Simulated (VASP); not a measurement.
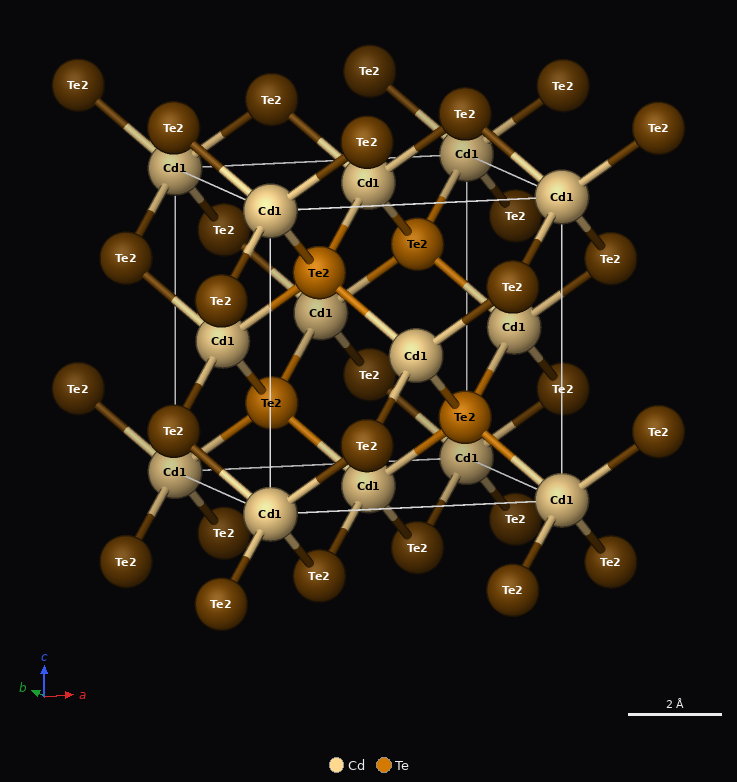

Figure 1. The structure (ball-and-stick view of the cell 4 times as large as that of the calculation, set on its symmetry axes, seen slightly off an axis; neighbours outside the cell are drawn fainter; atoms are numbered from 1 in the order of the input). Near neighbours in the crystal (not all of them lie inside the picture): Cd has 4 Te at 2.87 Å; Te has 4 Cd at 2.87 Å.

Band-structure run, with input and output: CdTe

CdTe (F-43m, 2 atoms in the cell), computed with Kohn-Sham DFT of a periodic cell, PBE, VASP PAW PBE potentials, recommended, no spin polarisation (VASP 6.6.1).

The structure derives from an entry of the Crystallography Open Database. The run did not end well.

INCAR
```
SYSTEM = CdTe
ALGO = Fast
EDIFF = 1E-7
ENCUT = 520
GGA = PE
ISIF = 2
ISMEAR = 0
LASPH = .True.
LCHARG = .True.
LREAL = .False.
LWAVE = .False.
NELM = 4
PREC = Accurate
SIGMA = 0.02
```

KPOINTS
```
k-points
0
Gamma
  8 8 8
  0 0 0
```

POSCAR
```
CdTe                                    
1.0
    0.0000000000      3.3122006343      3.3122006343
    3.3122006343     -0.0000000000      3.3122006343
    3.3122006343      3.3122006343     -0.0000000000
  Cd              Te            
     1     1
Direct
     0.0000000000000000    0.0000000000000000    0.0000000000000000
     0.2500000000000000    0.2500000000000000    0.2500000000000000
```

Command:
```bash
cat potpaw_PBE.64/Cd/POTCAR potpaw_PBE.64/Te/POTCAR > POTCAR
mpirun -np 1 vasp_std > vasp.out
```

OSZICAR
```
N       E                     dE             d eps       ncg     rms          rms(c)
DAV:   1     0.100666658358E+03    0.10067E+03   -0.83859E+03   762   0.119E+03
DAV:   2    -0.970410951475E+00   -0.10164E+03   -0.98416E+02   839   0.277E+02
DAV:   3    -0.500460994289E+01   -0.40342E+01   -0.40186E+01   904   0.570E+01
DAV:   4    -0.504696289683E+01   -0.42353E-01   -0.42348E-01  1066   0.503E+00
   1 F= -.50469629E+01 E0= -.50469629E+01  d E =-.399480E-16
```

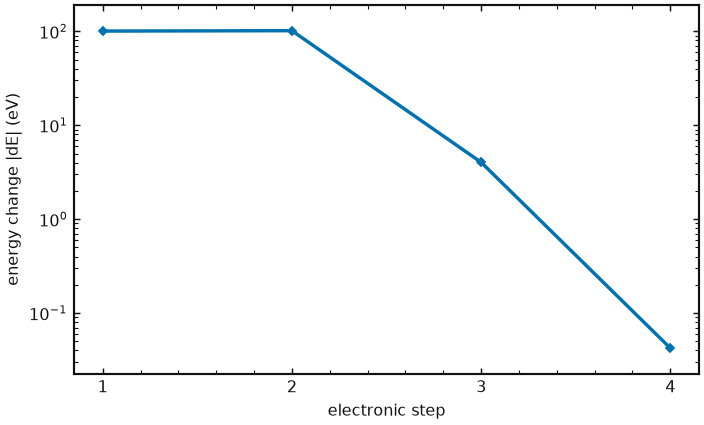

Figure 2. Convergence of the self-consistent field: energy change |dE| against the electronic step. It takes 4 electronic steps.

Parts of OUTCAR
```
SYSTEM = CdTe
   EDIFF = 1E-7
   ENCUT = 520
   GGA = PE
   ISIF = 2
   ISMEAR = 0
   LASPH = .True.
   LREAL = .False.
   NELM = 4
   PREC = Accurate

 ion  position               nearest neighbor table
   1  0.000  0.000  0.000-   2 2.87   2 2.87   2 2.87   2 2.87
   2  0.250  0.250  0.250-   1 2.87   1 2.87   1 2.87   1 2.87

  LATTYP: Found a face centered cubic cell.
 ALAT       =     6.6244012686

  Lattice vectors:

 A1 = (   0.0000000000,   3.3122006343,   3.3122006343)
 A2 = (   3.3122006343,   0.0000000000,   3.3122006343)
 A3 = (   3.3122006343,   3.3122006343,   0.0000000000)

Analysis of symmetry for initial positions (statically):
=====================================================================
 Subroutine PRICEL returns:
 Original cell was already a primitive cell.

 Routine SETGRP: Setting up the symmetry group for a
 face centered cubic supercell.

 Subroutine GETGRP returns: Found 24 space group operations
 (whereof 24 operations were pure point group operations)
 out of a pool of 48 trial point group operations.

The static configuration has the point symmetry T_d .

Analysis of symmetry for dynamics (positions and initial velocities):
=====================================================================
 Subroutine PRICEL returns:
 Original cell was already a primitive cell.

 Routine SETGRP: Setting up the symmetry group for a
 face centered cubic supercell.

 Subroutine GETGRP returns: Found 24 space group operations
 (whereof 24 operations were pure point group operations)
 out of a pool of 48 trial point group operations.

The dynamic configuration has the point symmetry T_d .

 Subroutine INISYM returns: Found 24 space group operations
 (whereof 24 operations are pure point group operations),
 and found     1 'primitive' translations

----------------------------------------------------------------------------------------

                                     Primitive cell

  volume of cell :      72.6741

  direct lattice vectors                    reciprocal lattice vectors
     0.000000000  3.312200634  3.312200634    -0.150957039  0.150957039  0.150957039
     3.312200634  0.000000000  3.312200634     0.150957039 -0.150957039  0.150957039
     3.312200634  3.312200634  0.000000000     0.150957039  0.150957039 -0.150957039

  length of vectors
     4.684159058  4.684159058  4.684159058     0.261465261  0.261465261  0.261465261

  position of ions in fractional coordinates (direct lattice)
     0.000000000  0.000000000  0.000000000
     0.250000000  0.250000000  0.250000000

  ion indices of the primitive-cell ions
   primitive index   ion index
                 1           1
                 2           2

----------------------------------------------------------------------------------------

 KPOINTS: k-points

Automatic generation of k-mesh.
 Grid dimensions read from file:
 generate k-points for:    8    8    8

 Generating k-lattice:

  Cartesian coordinates                     Fractional coordinates (reciprocal lattice)
    -0.018869630  0.018869630  0.018869630     0.125000000  0.000000000  0.000000000
     0.018869630 -0.018869630  0.018869630     0.000000000  0.125000000  0.000000000
     0.018869630  0.018869630 -0.018869630     0.000000000  0.000000000  0.125000000

  Length of vectors
     0.032683158  0.032683158  0.032683158

  Shift w.r.t. Gamma in fractional coordinates (k-lattice)
     0.000000000  0.000000000  0.000000000

 Subroutine IBZKPT returns following result:
 ===========================================

 Found     29 irreducible k-points:

 Following reciprocal coordinates:
            Coordinates               Weight
  0.000000  0.000000  0.000000      1.000000
  0.125000  0.000000  0.000000      8.000000
  0.250000  0.000000  0.000000      8.000000
  0.375000  0.000000  0.000000      8.000000
  0.500000  0.000000  0.000000      4.000000
  0.125000  0.125000  0.000000      6.000000
  0.250000  0.125000  0.000000     24.000000
  0.375000  0.125000  0.000000     24.000000
  0.500000  0.125000  0.000000     24.000000
 -0.375000  0.125000  0.000000     24.000000
 -0.250000  0.125000  0.000000     24.000000
 -0.125000  0.125000  0.000000     12.000000
  0.250000  0.250000  0.000000      6.000000
  0.375000  0.250000  0.000000     24.000000
  0.500000  0.250000  0.000000     24.000000
 -0.375000  0.250000  0.000000     24.000000
 -0.250000  0.250000  0.000000     12.000000
  0.375000  0.375000  0.000000      6.000000
  0.500000  0.375000  0.000000     24.000000
 -0.375000  0.375000  0.000000     12.000000
  0.500000  0.500000  0.000000      3.000000
  0.375000  0.250000  0.125000     24.000000
  0.500000  0.250000  0.125000     48.000000
 -0.375000  0.250000  0.125000     24.000000
 [... further k-points ...]
   k-points           NKPTS =     29   k-points in BZ     NKDIM =     29   number of bands    NBANDS=     13
   number of dos      NEDOS =    301   number of ions     NIONS =      2
   total plane-waves  NPLWV =  46656
   dimension x,y,z NGX =    36 NGY =   36 NGZ =   36
   dimension x,y,z NGXF=    72 NGYF=   72 NGZF=   72
   ions per type =               1   1
   NGX,Y,Z   is equivalent  to a cutoff of  12.78, 12.78, 12.78 a.u.
   NGXF,Y,Z  is equivalent  to a cutoff of  25.55, 25.55, 25.55 a.u.
 SYSTEM =  CdTe
   PREC   = accura    normal or accurate (medium, high low for compatibility)
   ISTART =      0    job   : 0-new  1-cont  2-samecut
   ICHARG =      2    charge: 1-file 2-atom 10-const
   ISPIN  =      1    spin polarized calculation?
   LNONCOLLINEAR =      F non collinear calculations
   LSORBIT =      F    spin-orbit coupling
   LASPH  =      T    aspherical Exc in radial PAW
   ENCUT  =  520.0 eV  38.22 Ry    6.18 a.u.   8.71  8.71  8.71*2*pi/ulx,y,z
   NELM   =      4;   NELMIN=  2; NELMDL= -5     # of ELM steps
   EDIFF  = 0.1E-06   stopping-criterion for ELM
   LREAL  =      F    real-space projection
   EDIFFG = 0.1E-05   stopping-criterion for IOM
   NSW    =      0    number of steps for IOM
   IBRION =     -1    ionic relax: 0-MD 1-quasi-New 2-CG
   NFREE  =      0    steps in history (QN), initial steepest desc. (CG)
   ISIF   =      2    stress and relaxation
   ISYM   =      2    0-nonsym 1-usesym 2-fastsym
   POTIM  = 0.5000    time-step for ionic-motion
   TEBEG  =    0.0;   TEEND  =   0.0 temperature during run
   PSTRESS=    0.0 pullay stress
   NELECT =      18.0000    total number of electrons
   NUPDOWN=      -1.0000    fix difference up-down
   EMIN   =  10.00;   EMAX   =-10.00  energy-range for DOS
   EFERMI =   0.00;   METHOD = LEGACY
   ISMEAR =     0;   SIGMA  =   0.02  broadening in eV -4-tet -1-fermi 0-gaus
   EFERMI_NEDOS =   21; number of points for ismear=-14 and -15
   IALGO  =     68    algorithm
   IMIX   =      4    mixing-type and parameters
     AMIX     =   0.40;   BMIX     =  1.00
     AMIX_MAG =   1.60;   BMIX_MAG =  1.00
  volume/ion in A,a.u.               =      36.34       245.21
  Fermi-wavevector in a.u.,A,eV,Ry     =   1.028109  1.942844 14.381460  1.057007
  Thomas-Fermi vector in A             =   2.162088
   LORBIT       =      0    0 simple, 1 ext, 2 COOP (PROOUT), +10 PAW based schemes
   GGA     = PE    functional components
   LHFCALC =     F    Hartree Fock is set to
   AEXX    =    0.0000 exact exchange contribution
   IVDW    =     0    specifies the selected vdW correction
   LEPSILON=     F    determine dielectric tensor
   LRPA    =     F    only Hartree local field effects (RPA)
 non-spin polarized calculation
 RMM-DIIS sequential band-by-band and
 Gauss-broadening in eV      SIGMA  =   0.02
  energy-cutoff  :      520.00
  volume of cell :       72.67
 maximum number of plane-waves:      1972
   NGX = 17   NGY = 17   NGZ = 17

 number of electron      18.0000000 magnetization

 Free energy of the ion-electron system (eV)
  ---------------------------------------------------
  ext. energy  EPLUGINS =         0.00000000
  ---------------------------------------------------
  free energy    TOTEN  =        -5.04696290 eV

  energy without entropy =       -5.04696290  energy(sigma->0) =       -5.04696290

 E-fermi :   1.5390     XC(G=0):  -8.3651     alpha+bet : -6.9565

 val. band max:        1.4329710287   @ k =   0.0000   0.0000   0.0000
 cond. band min:       2.3737820501   @ k =   0.0000   0.0000   0.0000
 fundamental gap:      0.9408110215
 Fermi energy:         1.5390100691

 k-point     1 :       0.0000    0.0000    0.0000
  band No.  band energies     occupation
      1      -9.5223      2.00000
      2      -5.4350      2.00000
      3      -5.4350      2.00000
      4      -5.4350      2.00000
      5      -5.1367      2.00000
      6      -5.1367      2.00000
      7       1.4329      2.00000
      8       1.4329      2.00000
      9       1.4330      2.00000
     10       2.3738      0.00000
     11       6.4657      0.00000
     12       6.4657      0.00000
     13       6.4678      0.00000

 k-point     2 :       0.1250    0.0000    0.0000
  band No.  band energies     occupation
      1      -9.4715      2.00000
      2      -5.4232      2.00000
      3      -5.4232      2.00000
      4      -5.3988      2.00000
      5      -5.1377      2.00000
      6      -5.1377      2.00000
      7       0.4128      2.00000
      8       1.3220      2.00000
      9       1.3221      2.00000
     10       3.1628      0.00000
     11       6.3485      0.00000
     12       6.6491      0.00000
     13       6.6494      0.00000

 k-point     3 :       0.2500    0.0000    0.0000
  band No.  band energies     occupation
      1      -9.3453      2.00000
      2      -5.3966      2.00000
      3      -5.3966      2.00000
      4      -5.2769      2.00000
      5      -5.1376      2.00000
      6      -5.1376      2.00000
      7      -0.9082      2.00000
      8       1.0800      2.00000
      9       1.0800      2.00000
     10       3.6255      0.00000
     11       6.8677      0.00000
     12       6.9489      0.00000
     13       6.9490      0.00000

 k-point     4 :       0.3750    0.0000    0.0000
  band No.  band energies     occupation
      1      -9.2144      2.00000
      2      -5.3737      2.00000
      3      -5.3737      2.00000
      4      -5.1328      2.00000
      5      -5.1328      2.00000
      6      -5.0715      2.00000
      7      -1.9677      2.00000
      8       0.8649      2.00000
      9       0.8649      2.00000
     10       3.5952      0.00000
     11       7.0144      0.00000
     12       7.0146      0.00000
     13       8.0438      0.00000

 k-point     5 :       0.5000    0.0000    0.0000
  band No.  band energies     occupation
      1      -9.1589      2.00000
      2      -5.3656      2.00000
      3      -5.3656      2.00000
      4      -5.1291      2.00000
      5      -5.1291      2.00000
      6      -4.9383      2.00000
      7      -2.4100      2.00000
      8       0.7818      2.00000
      9       0.7818      2.00000
     10       3.5440      0.00000
     11       6.9870      0.00000
     12       6.9874      0.00000
     13       8.6023      0.00000

 [... the levels of 18 k-points are left out ...]

 k-point    24 :      -0.3750    0.2500    0.1250
  band No.  band energies     occupation
      1      -9.1007      2.00000
      2      -5.3368      2.00000
      3      -5.3267      2.00000
      4      -5.1553      2.00000
      5      -5.1328      2.00000
      6      -4.8768      2.00000
      7      -2.2276      2.00000
      8      -0.3041      2.00000
      9       0.3726      2.00000
     10       4.7994      0.00000
     11       6.3680      0.00000
     12       7.5643      0.00000
     13       8.6617      0.00000

 [... further k-points ...]

------------------------ aborting loop EDIFF was not reached (unconverged)  ----------------------------

  FORCE on cell =-STRESS in cart. coord.  units (eV):
  Direction    XX          YY          ZZ          XY          YZ          ZX
  --------------------------------------------------------------------------------------
  -------------------------------------------------------------------------------------
  Total       -5.5031201     -5.5031201     -5.5031201      0.0000000      0.0000000     -0.0000000
  in kB     -121.3220302   -121.3220302   -121.3220302      0.0000000      0.0000000     -0.0000000
  external PRESSURE =    -121.3220302 kB  Pullay stress =       0.0000000 kB

 VOLUME and BASIS-vectors are now :
 -----------------------------------------------------------------------------
  energy-cutoff  :      520.00
  volume of cell :       72.67
      direct lattice vectors                 reciprocal lattice vectors
     0.000000000  3.312200634  3.312200634    -0.150957039  0.150957039  0.150957039
     3.312200634  0.000000000  3.312200634     0.150957039 -0.150957039  0.150957039
     3.312200634  3.312200634  0.000000000     0.150957039  0.150957039 -0.150957039

 POSITION                                       TOTAL-FORCE (eV/Angst)
 -----------------------------------------------------------------------------------
      0.00000      0.00000      0.00000         0.000000     -0.000000     -0.000000
      1.65610      1.65610      1.65610        -0.000000      0.000000      0.000000
 -----------------------------------------------------------------------------------
    total drift:                               -0.000000     -0.000000     -0.000001

  FREE ENERGIE OF THE ION-ELECTRON SYSTEM (eV)
  ---------------------------------------------------
  free  energy   TOTEN  =        -5.0469628968 eV

  energy  without entropy=       -5.0469628968  energy(sigma->0) =       -5.04696290
```

CONTCAR
```
CdTe
   1.00000000000000
     0.0000000000000000    3.3122006342999999    3.3122006342999999
     3.3122006342999999    0.0000000000000000    3.3122006342999999
     3.3122006342999999    3.3122006342999999    0.0000000000000000
  Cd              Te
     1     1
Direct
     0.0000000000000000    0.0000000000000000    0.0000000000000000
     0.2500000000000000    0.2500000000000000    0.2500000000000000

  0.00000000E+00  0.00000000E+00  0.00000000E+00
  0.00000000E+00  0.00000000E+00  0.00000000E+00
```

Outcome

| quantity | value |
| --- | --- |
| outcome | not converged |
| space group (tolerance 0.01 Å) | F-43m (216) |
| hardware | 1 thread of Intel Xeon (Sapphire Rapids), 64 GiB of memory available, shared host |
| wall time | 6.3 s |
| peak memory | 0.2 GiB |

What went wrong

The run did not converge. Its last values are not results.
